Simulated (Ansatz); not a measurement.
**Single-point calculation of C (part 1 of 3)**

- system: C (slab, 7 atoms in the cell)
- method: DFT, PBE, dispersion d3bj, plane waves, PAW, spin-polarised (Ansatz 0.2.0)

The structure derives from an entry of the Crystallography Open Database. Some settings of this run were made unusual or wrong on purpose.

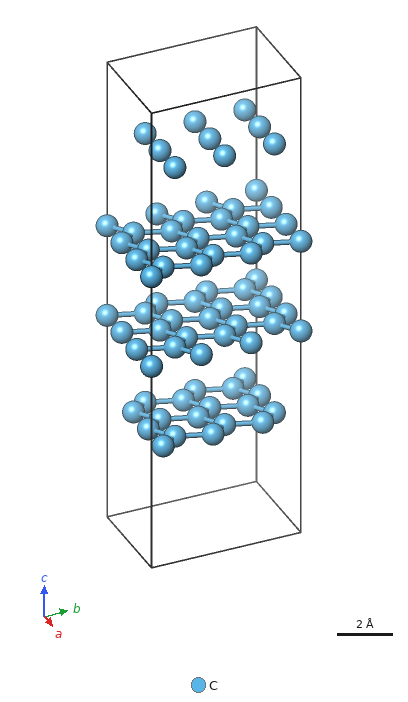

**Figure 1.** The input geometry (ball-and-stick view of the 3 × 3 repeat of the cell, with the vacuum cut short, seen slightly off an axis). An atom can appear more than once, as a periodic image.

**What the run reported**

```csv
quantity,value
outcome,converged
electrons treated,28
free energy,−1751.8160 eV
Fermi energy,0.214 eV
gap on the k-point mesh,0.05 eV
net moment of the cell,0.03 μB
integrated absolute moment,0.03 μB
largest force (length of the vector),0.014 eV/Å
hardware,"1 thread of Arm Neoverse N1, 24 GiB of memory available, shared host"
wall time,84 s
peak memory,0.35 GiB
```

**Remarks**

A setting was made wrong on purpose: an impossible spin (`magnetization`). The run converged; whether the setting changed the result can't be told without a sound run beside it. Notes on the run: the state was not tested for a lower one.

**Input**
```yaml
crystal:
  lattice:
    - [2.4650495083, 0.0, 0.0]
    - [-1.2325247542, 2.1347954958, 0.0]
    - [0.0, 0.0, 25.6987123419]
  atoms:
    - { symbol: C, position: [0.6666666667, 0.3333333333, 0.3307558716] }
    - { symbol: C, position: [0.3333333333, 0.6666666667, 0.3308185209] }
    - { symbol: C, position: [0.3333333333, 0.6666666667, 0.4614790487] }
    - { symbol: C, position: [0.0, 0.0, 0.4615069085] }
    - { symbol: C, position: [0.0, 0.0, 0.5929175298] }
    - { symbol: C, position: [0.6666666667, 0.3333333333, 0.5929546774] }
    - { symbol: C, position: [0.3333333333, 0.6666666667, 0.7248795158], spin: 2.0 }
basis:
  ecutwfc: 420
kpoints:
  mp_grid: { grid: [12, 12, 1] }
hamiltonian:
  xc: pbe
  dispersion: d3bj
scf:
  occupations: { method: gaussian, width: 0.05 }
  max_iter: 100
output:
  forces: true
  eigenvalues: true
magnetization:
  spin_polarized: true
  initial_magnetization: 7
efield:
  axis: 3
  dipole_correction: true
  ramp_width: 0.04
```

Launched with:
```bash
ansatz run input.yaml --threads 1 --pin off --max-ram 2560MiB --backend cpu --events-out ev --progress --plain --runs-dir out
```

**Output**
```
Engine: ansatz 0.2.0, aarch64-unknown-linux-gnu
Pseudopotentials: kind: paw
Pseudopotential: C, paw, valence charge 4, recommended cutoff 420 eV (normal), C.paw.azcp
Functional definition: PBE
  parameter kappa = 0.804
  parameter beta = 0.06672455060314922
  exchange = pbe_x(kappa = kappa, mu = beta*pi^2/3)
  correlation = pbe_c(beta = beta)
Crystal: 7 atoms, lattice volume = 135.236 Å³
Basis set: ecut = 420 eV, 2551 PW (Γ), exchange–correlation on 36×36×360 points (8 copies of the dense FFT grid, shifted against one another)
Bands: 25, of which v1, the nominal top of the filled ones, is band 14 counted from 1 (13 counted from 0)
Symmetry: 6 space group operations
k-points: 19 of 144 (time reversal used)
Non-local potential: C, projectors of the file, l = 0: 2, l = 1: 2, l = 2: 1
PAW form: soft (Blöchl's): semilocal exchange-correlation on the pseudo side does not see the compensation charge
PAW one-centre angular grid: C, 110 points (default); XC on 64 Gauss nodes
Initial density: superposition of atomic densities (neutral atoms: chi_scale 0, normalization atom)
Starting moments: Σ|m| = 7 μB on 7 of 7 sites
Initial wavefunctions: pseudopotential atomic-orbital guess
Functional: x = pbe(κ = 0.804, μ = 0.2195149727645171), c = pbe(β = 0.06672455060314922)
```
